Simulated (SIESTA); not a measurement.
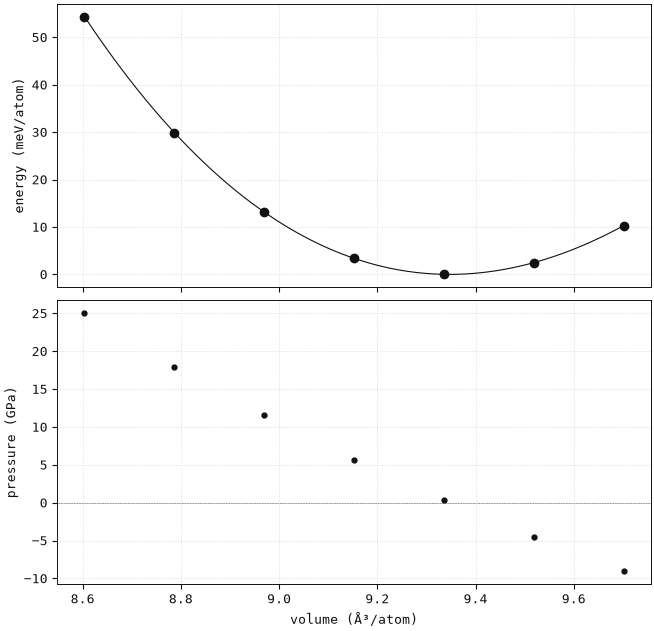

**Figure.** Energy and pressure against volume for C, space group C2/m (No. 12).

A third-order Birch–Murnaghan fit gives V0 = 9.35 Å³/atom, B0 = 260 GPa and B′ = 3.6. The energy is 54.38 meV/atom at volume 8.6036 Å³/atom and 10.30 meV/atom at 9.7019 Å³/atom; the lowest computed point is at volume 9.3358 Å³/atom (0.01 meV/atom). The pressure falls from 25.00 GPa at volume 8.6036 Å³/atom to −9.04 GPa at 9.7019 Å³/atom, and changes sign near 9.35 Å³/atom.

Calculation (SIESTA 5.4.2): DFT in numerical atomic orbitals with pseudopotentials, no spin polarisation; energies at scaled volumes of the given cell, shape and fractions fixed, counted from the fit's minimum, third-order Birch-Murnaghan fit. Level: LDA.

k mesh 13×13×8; occupations Fermi–Dirac; smearing width 0.05 eV; potentials PseudoDojo 0.4 standard, converted to PSML, two zetas on semicore shells; program settings basis DZP, mesh cutoff 500 Ry.

Cell as given: a = 2.456 Å, b = 2.456 Å, c = 3.765 Å, α = 108.50°, β = 108.50°, γ = 60.00°; 2 atoms.

Keep in mind: mulliken charges of long orbitals; shape and atomic fractions are frozen while scaling, which makes layered, chain and framework solids too stiff.
